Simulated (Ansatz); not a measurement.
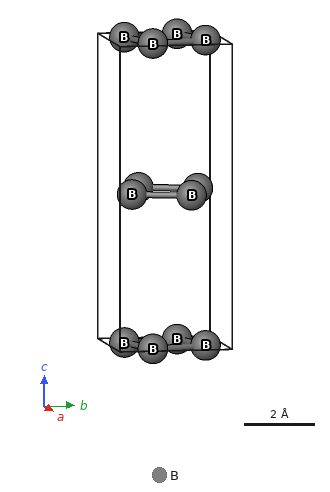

Figure 1. The structure as given in the input (ball-and-stick view of the cell 2 times as large as that of the calculation, set on its symmetry axes, seen slightly off an axis). An atom can appear more than once, as a periodic image.

**Run report: B, geometry relaxation (part 1 of 2)**

The run: geometry relaxation of B (4 atoms in the cell). Method and program: DFT PBE, scalar-relativistic, plane waves, PAW, no spin polarisation (Ansatz 0.2.0).

The structure was made by a generator, so it may or may not be a known phase.

Log:
```
basis.fft_grid_basis auto: the FFT boxes are laid along the combinations [[1, 0, 1], [0, 1, 1], [0, 0, 1]] of the cell's own vectors, 3.276, 3.276 and 4.979 Å long. The dense box has 24×24×36 points. Along the cell's own vectors, as sized, it would have 36×36×36, 2.25 times as many. Of the 16 symmetry operations that the crystal satisfies within crystal.symmetry.tolerance (time reversal apart; of a slab, those that keep its plane) the dense box along the cell's own vectors carries 16, and the one as laid loses 12 of those. basis.fft_grid_basis: typed keeps the cell's own vectors: state it where this run's energies or levels are differenced outside the engine with another run's, or held beside a run that keeps those vectors.
Engine: ansatz 0.2.0, x86_64-unknown-linux-gnu
Pseudopotentials: kind: paw
Pseudopotential: B, paw, valence charge 3, recommended cutoff 420 eV (normal), B.paw.azcp
Functional definition: PBE
  parameter kappa = 0.804
  parameter beta = 0.06672455060314922
  exchange = pbe_x(kappa = kappa, mu = beta*pi^2/3)
  correlation = pbe_c(beta = beta)
Crystal: 4 atoms, lattice volume = 47.294 Å³
Basis set: ecut = 420 eV, 955 PW (Γ), FFT grids on a1+a3, a2+a3, a3, exchange–correlation on 48×48×72 points (8 copies of the dense FFT grid, shifted against one another)
Bands: 10, of which v1, the nominal top of the filled ones, is band 6 counted from 1 (5 counted from 0)
Symmetry: 16 space group operations
Space group: I4/mcm (ITA 140), of the structure as read, at distance tolerance 3.6e-5 Å
k-points: 641 of 8000
Non-local potential: B, projectors of the file, l = 0: 2, l = 1: 2, l = 2: 1
PAW form: soft (Blöchl's): semilocal exchange-correlation on the pseudo side does not see the compensation charge
PAW one-centre angular grid: B, 110 points (default); XC on 64 Gauss nodes
Initial density: superposition of atomic densities (neutral atoms: chi_scale 0, normalization atom), corrected by the library's trained network
Initial wavefunctions: pseudopotential atomic-orbital guess
Functional: x = pbe(κ = 0.804, μ = 0.2195149727645171), c = pbe(β = 0.06672455060314922)
SCF iter   1: F=—  HF=-620.888141 eV  |F-HF|=—  |Δ(HF+E_count)|=         —  Δρ=1.36e-2  dr2=9.69e-2  ethr=1.77e-3  ⟨swp⟩=5.9  Hψ=43819  notcnv=0
preconditioner: auto → LDOS  [metal: Δε(μ)=0.026 eV  Ē_g=11.285 eV  σ=0.100 eV  W_gap=0.14  n_scr=10 (ndim 8)  ℏωp=18.7 eV  f_vac=0.140  D(μ)=0.56/eV (n_scr^D=2)  β→1.0]
SCF iter   2: F=—  HF=-620.855283 eV  |F-HF|=—  |Δ(HF+E_count)|=   3.29e-2  Δρ=3.05e-3  dr2=6.02e-3  ethr=8.08e-4  ⟨swp⟩=2.9  Hψ=17540  notcnv=0  defer=7
SCF iter   3: F=—  HF=-620.854085 eV  |F-HF|=—  |Δ(HF+E_count)|=   1.20e-3  Δρ=2.04e-4  dr2=1.18e-5  ethr=5.02e-5  ⟨swp⟩=2.1  Hψ=11059  notcnv=0  defer=7
SCF iter   4: F=—  HF=-620.854142 eV  |F-HF|=—  |Δ(HF+E_count)|=   5.62e-5  Δρ=2.41e-5  dr2=2.33e-7  ethr=9.84e-8  ⟨swp⟩=2.2  Hψ=9988  notcnv=0  defer=7
iter 5 did not close the SCF: its close was put off for the readings that it lacked (scf_convergence_deferred on its scf_iter line)
SCF iter   5: F=-620.854142 eV  HF=-620.854142 eV  |F-HF|=4.51e-10  |Δ(HF+E_count)|=   2.52e-7  Δρ=4.21e-6  dr2=6.03e-9  ethr=1.94e-9  ⟨swp⟩=2.0  Hψ=10168  notcnv=0  defer=7
SCF iter   6: F=-620.854142 eV  HF=-620.854142 eV  |F-HF|=1.93e-10  |Δ(HF+E_count)|=  4.22e-10  Δρ=5.11e-7  dr2=5.66e-11  ethr=5.03e-11  ⟨swp⟩=2.8  Hψ=25999  notcnv=0
SCF 1 converged in 6 iterations: F = -620.854142 eV  dr2 = 5.66e-11
  greatest PAW one-centre occupation: 0.524 electrons in one spin orbital (limit 2), on the B atom at site 3 (counted from 0), in its partial waves of l = 0
relax step   1: F+E_penalty+E_count = -620.85414184 eV  Δ(F+E_penalty+E_count) = +0.000e0 eV  max|allowed force component| = 8.378e-2 eV/Å  Δτ_max = 0.0000 Å  P = -0.735 GPa  Ω = 47.294 Å³  (6 SCF iters, dr2 threshold 1.00e-7 eV, accepted)
Crystal: 4 atoms, lattice volume = 47.279 Å³
Initial density: handed on by an earlier stage of this run
Initial wavefunctions: those handed on with the density
iter 1 solved again at ethr=4.80e-7 eV; its pass at ethr=3.10e-3 eV (dr2=5.76e-5 eV) is discarded
SCF iter   1: F=—  HF=-620.854958 eV  |F-HF|=—  |Δ(HF+E_count)|=         —  Δρ=3.77e-4  dr2=6.94e-5  ethr=4.80e-7  ⟨swp⟩=2.2  Hψ=53862  notcnv=0
preconditioner: auto → Kerker (q_TF=auto, 2.171 Å⁻¹)  [metal: Δε(μ)=0.018 eV  Ē_g=11.392 eV  σ=0.100 eV  W_gap=0.10  n_scr=10 (ndim 8)  ℏωp=18.7 eV  f_vac=0.135  D(μ)=0.52/eV (n_scr^D=0)]
SCF iter   2: F=—  HF=-620.854958 eV  |F-HF|=—  |Δ(HF+E_count)|=   9.54e-8  Δρ=2.08e-4  dr2=2.32e-5  ethr=4.80e-7  ⟨swp⟩=1.0  Hψ=6461  notcnv=0
SCF iter   3: F=—  HF=-620.854948 eV  |F-HF|=—  |Δ(HF+E_count)|=   1.02e-5  Δρ=2.19e-5  dr2=7.82e-7  ethr=1.94e-7  ⟨swp⟩=2.3  Hψ=10216  notcnv=0
SCF iter   4: F=-620.854948 eV  HF=-620.854948 eV  |F-HF|=5.70e-8  |Δ(HF+E_count)|=   2.33e-7  Δρ=7.52e-6  dr2=7.06e-8  ethr=3.33e-9  ⟨swp⟩=5.5  Hψ=32938  notcnv=0
SCF 2 converged in 4 iterations: F = -620.854948 eV  dr2 = 7.06e-8
  greatest PAW one-centre occupation: 0.525 electrons in one spin orbital (limit 2), on the B atom at site 3 (counted from 0), in its partial waves of l = 0
relax step   2: F+E_penalty+E_count = -620.85494807 eV  Δ(F+E_penalty+E_count) = -8.062e-4 eV  max|allowed force component| = 4.215e-2 eV/Å  Δτ_max = 0.0011 Å  P = -0.386 GPa  Ω = 47.279 Å³  energy of the carried Pulay correction = +2.491e-5 eV  (4 SCF iters, dr2 threshold 4.00e-7 eV, accepted)
Crystal: 4 atoms, lattice volume = 47.304 Å³
iter 1 solved again at ethr=4.18e-7 eV; its pass at ethr=3.10e-3 eV (dr2=5.02e-5 eV) is discarded
SCF iter   1: F=—  HF=-620.855219 eV  |F-HF|=—  |Δ(HF+E_count)|=         —  Δρ=3.97e-4  dr2=6.33e-5  ethr=4.18e-7  ⟨swp⟩=2.5  Hψ=56080  notcnv=0
preconditioner: auto → LDOS  [metal: Δε(μ)=0.006 eV  Ē_g=11.412 eV  σ=0.100 eV  W_gap=0.03  n_scr=10 (ndim 8)  ℏωp=18.7 eV  f_vac=0.139  D(μ)=0.53/eV (n_scr^D=2)  β→1.0]
SCF iter   2: F=—  HF=-620.855218 eV  |F-HF|=—  |Δ(HF+E_count)|=   1.09e-6  Δρ=1.19e-4  dr2=6.86e-6  ethr=4.18e-7  ⟨swp⟩=2.0  Hψ=10256  notcnv=0
SCF iter   3: F=-620.855215 eV  HF=-620.855215 eV  |F-HF|=1.69e-8  |Δ(HF+E_count)|=   2.79e-6  Δρ=7.44e-6  dr2=1.76e-8  ethr=3.33e-9  ⟨swp⟩=4.4  Hψ=38375  notcnv=0
SCF 3 converged in 3 iterations: F = -620.855215 eV  dr2 = 1.76e-8
relax step   3: F+E_penalty+E_count = -620.85521532 eV  Δ(F+E_penalty+E_count) = -2.672e-4 eV  max|allowed force component| = 1.656e-3 eV/Å  Δτ_max = 0.0011 Å  P = +0.027 GPa  Ω = 47.304 Å³  energy of the carried Pulay correction = -1.581e-5 eV  (3 SCF iters, dr2 threshold 4.00e-7 eV, accepted)
Crystal: 4 atoms, lattice volume = 47.347 Å³
iter 1 solved again at ethr=7.37e-8 eV; its pass at ethr=3.10e-3 eV (dr2=8.84e-6 eV) is discarded
SCF iter   1: F=—  HF=-620.855139 eV  |F-HF|=—  |Δ(HF+E_count)|=         —  Δρ=7.05e-5  dr2=6.84e-6  ethr=7.37e-8  ⟨swp⟩=2.2  Hψ=53805  notcnv=0
preconditioner: auto → LDOS  [metal: Δε(μ)=0.005 eV  Ē_g=11.410 eV  σ=0.100 eV  W_gap=0.03  n_scr=10 (ndim 8)  ℏωp=18.7 eV  f_vac=0.141  D(μ)=0.53/eV (n_scr^D=2)  β→1.0]
SCF iter   2: F=—  HF=-620.855157 eV  |F-HF|=—  |Δ(HF+E_count)|=   1.86e-5  Δρ=2.45e-5  dr2=2.31e-7  ethr=5.70e-8  ⟨swp⟩=2.0  Hψ=9995  notcnv=0
SCF iter   3: F=—  HF=-620.855157 eV  |F-HF|=—  |Δ(HF+E_count)|=   6.10e-8  Δρ=2.33e-6  dr2=6.60e-9  ethr=1.93e-9  ⟨swp⟩=2.1  Hψ=10198  notcnv=0
SCF iter   4: F=—  HF=-620.855157 eV  |F-HF|=—  |Δ(HF+E_count)|=  9.95e-10  Δρ=3.51e-7  dr2=1.54e-10  ethr=5.50e-11  ⟨swp⟩=2.7  Hψ=10386  notcnv=0
SCF iter   5: F=-620.855157 eV  HF=-620.855157 eV  |F-HF|=2.27e-13  |Δ(HF+E_count)|=  3.05e-11  Δρ=4.27e-8  dr2=1.12e-12  ethr=1.00e-12  ⟨swp⟩=5.0  Hψ=23138  notcnv=0
SCF 4 converged in 5 iterations: F = -620.855157 eV  dr2 = 1.12e-12
  greatest PAW one-centre occupation: 0.525 electrons in one spin orbital (limit 2), on the B atom at site 1 (counted from 0), in its partial waves of l = 0
relax step   4: F+E_penalty+E_count = -620.85515718 eV  Δ(F+E_penalty+E_count) = +5.814e-5 eV  max|allowed force component| = 1.779e-3 eV/Å  Δτ_max = 0.0000 Å  P = +0.024 GPa  Ω = 47.347 Å³  energy of the carried Pulay correction = -8.292e-5 eV  (5 SCF iters, accepted)
Crystal: 4 atoms, lattice volume = 47.641 Å³
iter 1 solved again at ethr=3.42e-6 eV; its pass at ethr=3.10e-3 eV (dr2=4.11e-4 eV) is discarded
SCF iter   1: F=—  HF=-620.854803 eV  |F-HF|=—  |Δ(HF+E_count)|=         —  Δρ=4.75e-4  dr2=3.15e-4  ethr=3.42e-6  ⟨swp⟩=2.2  Hψ=54362  notcnv=0
preconditioner: auto → LDOS  [metal: Δε(μ)=0.023 eV  Ē_g=11.403 eV  σ=0.100 eV  W_gap=0.13  n_scr=10 (ndim 8)  ℏωp=18.6 eV  f_vac=0.148  D(μ)=0.54/eV (n_scr^D=2)  β→1.0]
SCF iter   2: F=—  HF=-620.854700 eV  |F-HF|=—  |Δ(HF+E_count)|=   1.04e-4  Δρ=1.69e-4  dr2=1.10e-5  ethr=2.63e-6  ⟨swp⟩=2.0  Hψ=10002  notcnv=0
SCF iter   3: F=—  HF=-620.854721 eV  |F-HF|=—  |Δ(HF+E_count)|=   2.18e-5  Δρ=1.62e-5  dr2=3.02e-7  ethr=9.19e-8  ⟨swp⟩=2.1  Hψ=10185  notcnv=0
SCF iter   4: F=—  HF=-620.854722 eV  |F-HF|=—  |Δ(HF+E_count)|=   2.17e-7  Δρ=2.34e-6  dr2=6.57e-9  ethr=2.52e-9  ⟨swp⟩=2.7  Hψ=10459  notcnv=0
SCF iter   5: F=—  HF=-620.854722 eV  |F-HF|=—  |Δ(HF+E_count)|=   1.28e-9  Δρ=2.95e-7  dr2=4.48e-11  ethr=5.48e-11  ⟨swp⟩=2.5  Hψ=10349  notcnv=0
SCF iter   6: F=-620.854722 eV  HF=-620.854722 eV  |F-HF|=6.82e-13  |Δ(HF+E_count)|=  5.48e-11  Δρ=2.73e-8  dr2=2.33e-13  ethr=1.00e-12  ⟨swp⟩=5.3  Hψ=25476  notcnv=0
the search or the solves at the SCF's close seem to have found levels that the self-consistency loop had missed (the run counts 1). By its estimate they hold under 1e-12 electrons; where the run keeps them, the occupations were computed again with them
SCF 5 converged in 6 iterations: F = -620.854722 eV  dr2 = 2.33e-13
relax step   5: F+E_penalty+E_count = -620.85472157 eV  Δ(F+E_penalty+E_count) = +4.356e-4 eV  max|allowed force component| = 2.395e-4 eV/Å  Δτ_max = 0.0001 Å  P = +0.001 GPa  Ω = 47.641 Å³  energy of the carried Pulay correction = -5.455e-4 eV  (6 SCF iters, accepted)
Initial wavefunctions: pseudopotential atomic-orbital guess (no wavefunctions were taken with the density)
iter 1 solved again at ethr=2.63e-8 eV; its pass at ethr=3.10e-3 eV (dr2=3.16e-6 eV) is discarded
SCF iter   1: F=—  HF=-620.855208 eV  |F-HF|=—  |Δ(HF+E_count)|=         —  Δρ=3.16e-5  dr2=4.93e-8  ethr=2.63e-8  ⟨swp⟩=3.8  Hψ=66761  notcnv=0
preconditioner: auto → LDOS  [metal: Δε(μ)=0.024 eV  Ē_g=11.407 eV  σ=0.100 eV  W_gap=0.13  n_scr=10 (ndim 8)  ℏωp=18.6 eV  f_vac=0.148  D(μ)=0.53/eV (n_scr^D=2)  β→1.0]
SCF iter   2: F=—  HF=-620.855232 eV  |F-HF|=—  |Δ(HF+E_count)|=   2.40e-5  Δρ=1.70e-6  dr2=6.26e-10  ethr=4.11e-10  ⟨swp⟩=2.2  Hψ=10437  notcnv=0
SCF iter   3: F=-620.855232 eV  HF=-620.855232 eV  |F-HF|=1.26e-11  |Δ(HF+E_count)|=   3.10e-9  Δρ=2.13e-7  dr2=3.98e-11  ethr=1.00e-12  ⟨swp⟩=7.1  Hψ=33873  notcnv=0
SCF 6 converged in 3 iterations: F = -620.855232 eV  dr2 = 3.98e-11
relax step   6: F+E_penalty+E_count = -620.85523151 eV  Δ(F+E_penalty+E_count) = -5.099e-4 eV  max|allowed force component| = 3.221e-4 eV/Å  Δτ_max = 0.0000 Å  P = +0.013 GPa  Ω = 47.641 Å³  stress off target by 1.67e-2 GPa  SCF on the basis re-selected at this cell (its energy is not comparable with the rows above)  (3 SCF iters)
```

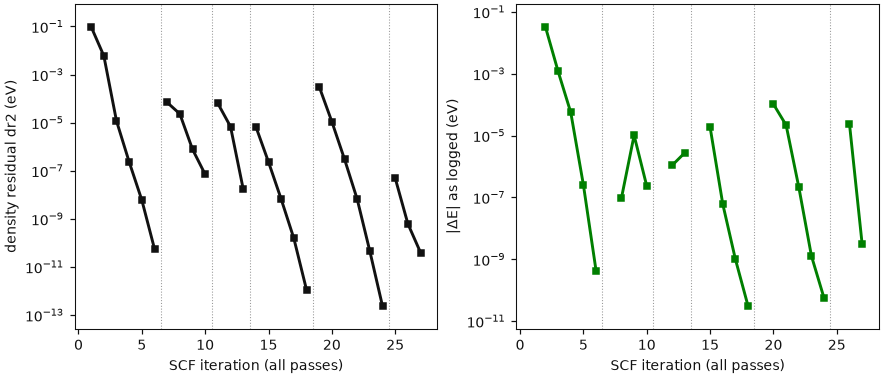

Figure 2. Convergence of the self-consistent field: density residual dr2 and size of the energy change against the SCF iteration. The dotted lines part the SCF passes of the relaxation: geometry steps, rejected trials and re-solves on a re-selected basis. The 6 passes take 3 to 6 iterations each, 27 in all.
